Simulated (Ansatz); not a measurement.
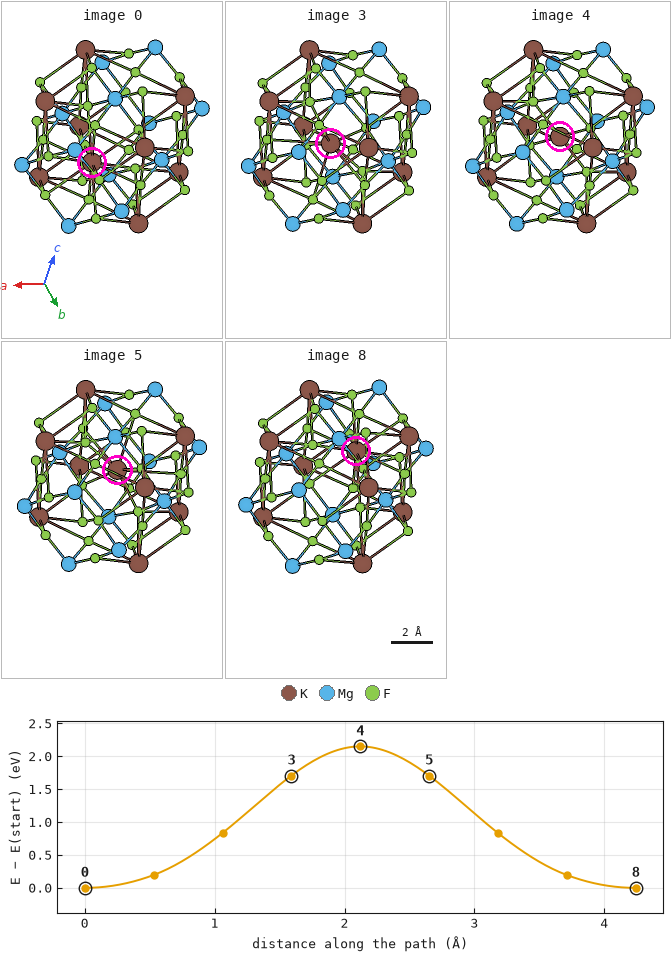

A nudged-elastic-band calculation for a defect cell of composition K₃Mg₄F₁₂ (cell charge −1) with a K vacancy (19 atoms in the cell). Images are numbered from 0 (start) to 8 (end). Style: ball-and-stick. Shown: the atoms within 5.6 Å of the middle of the path, from a free direction. The moving atom is ringed, with any periodic copies. Bonds to atoms that aren't drawn are left out.

Computed with DFT PBEsol, scalar-relativistic, plane waves, PAW in Ansatz 0.2.0.

Input file:
```yaml
crystal:
  lattice:
    - [-3.9908822801, 3.9908822801, 3.9908822801]
    - [3.9908822801, -3.9908822801, 3.9908822801]
    - [3.9908822801, 3.9908822801, -3.9908822801]
  atoms:
    - { symbol: K, position: [0.0, 0.0, 0.5] }
    - { symbol: K, position: [0.0, 0.5, 0.0] }
    - { symbol: K, position: [0.5, 0.0, 0.0] }
    - { symbol: Mg, position: [0.5, 0.5, 0.0] }
    - { symbol: Mg, position: [0.0, 0.0, 0.0] }
    - { symbol: Mg, position: [0.0, 0.5, 0.5] }
    - { symbol: Mg, position: [0.5, 0.0, 0.5] }
    - { symbol: F, position: [0.5, 0.7555663828, 0.2444336172] }
    - { symbol: F, position: [-0.0111327655, 0.2444336172, 0.2444336172] }
    - { symbol: F, position: [0.0111327655, 0.7555663828, 0.7555663828] }
    - { symbol: F, position: [0.5, 0.2444336172, 0.7555663828] }
    - { symbol: F, position: [0.7555663828, 0.5, 0.2444336172] }
    - { symbol: F, position: [0.2444336172, -0.0111327655, 0.2444336172] }
    - { symbol: F, position: [0.2444336172, 0.5, 0.7555663828] }
    - { symbol: F, position: [0.7555663828, 0.0111327655, 0.7555663828] }
    - { symbol: F, position: [0.2444336172, 0.7555663828, 0.5] }
    - { symbol: F, position: [0.7555663828, 0.2444336172, 0.5] }
    - { symbol: F, position: [0.7555663828, 0.7555663828, 0.0111327655] }
    - { symbol: F, position: [0.2444336172, 0.2444336172, -0.0111327655] }
total_charge: -1
basis:
  ecutwfc: 420
kpoints:
  mp_grid: { grid: [4, 4, 4] }
hamiltonian:
  xc: pbesol
scf:
  occupations: { method: gaussian, width: 0.05 }
output:
  forces: true
neb:
  images: 7
  f_tol: 0.05
  max_iterations: 60
  order_check: false
  final_atoms:
    - { symbol: K, position: [-0.5, -0.5, 0.5] }
    - { symbol: K, position: [0.0, 0.5, 0.0] }
    - { symbol: K, position: [0.5, 0.0, 0.0] }
    - { symbol: Mg, position: [0.5, 0.5, 0.0] }
    - { symbol: Mg, position: [0.0, 0.0, 0.0] }
    - { symbol: Mg, position: [0.0, 0.5, 0.5] }
    - { symbol: Mg, position: [0.5, 0.0, 0.5] }
    - { symbol: F, position: [0.4888672337, 0.7444336169, 0.2444336169] }
    - { symbol: F, position: [0.0, 0.2555663831, 0.2444336169] }
    - { symbol: F, position: [0.0, 0.7444336169, 0.7555663831] }
    - { symbol: F, position: [0.5111327663, 0.2555663831, 0.7555663831] }
    - { symbol: F, position: [0.7444336169, 0.4888672337, 0.2444336169] }
    - { symbol: F, position: [0.2555663831, 0.0, 0.2444336169] }
    - { symbol: F, position: [0.2555663831, 0.5111327663, 0.7555663831] }
    - { symbol: F, position: [0.7444336169, 0.0, 0.7555663831] }
    - { symbol: F, position: [0.2555663831, 0.7444336169, 0.5] }
    - { symbol: F, position: [0.7444336169, 0.2555663831, 0.5] }
    - { symbol: F, position: [0.7444336169, 0.7444336169, -0.0111327663] }
    - { symbol: F, position: [0.2555663831, 0.2555663831, 0.0111327663] }
```

Command:
```bash
ansatz run input.yaml --threads 4 --pin off --max-ram 9216MiB --backend cpu --events-out ev --progress --plain --runs-dir out
```

### What happens along the path, and what is the barrier?

It is a vacancy jump: a nearby atom moves into the empty site and leaves its own site empty. A K atom travels furthest, 3.99 Å from end to end, along [−1 −1 0], on a straight line. At the highest image its nearest neighbour (F) is 2.29 Å away, against 2.76 Å at the start, and the surrounding atoms stand up to 0.25 Å off the mean of their end positions. The two ends have the same energy, and the highest point, image 4, lies 2.15 eV above the start. The band converged in 5 iterations, with a climbing image at the top.

Limits of the set-up: the periodic images lie only 6.9 Å apart, so the values are limited by the cell's size; the cell is charged, on a uniform background, and energies carry no finite-size correction.

Cost: 5.7 min on 4 threads of Intel(R) Xeon(R) 6975P-C (Granite Rapids), on a shared host, peak memory 4 GiB.
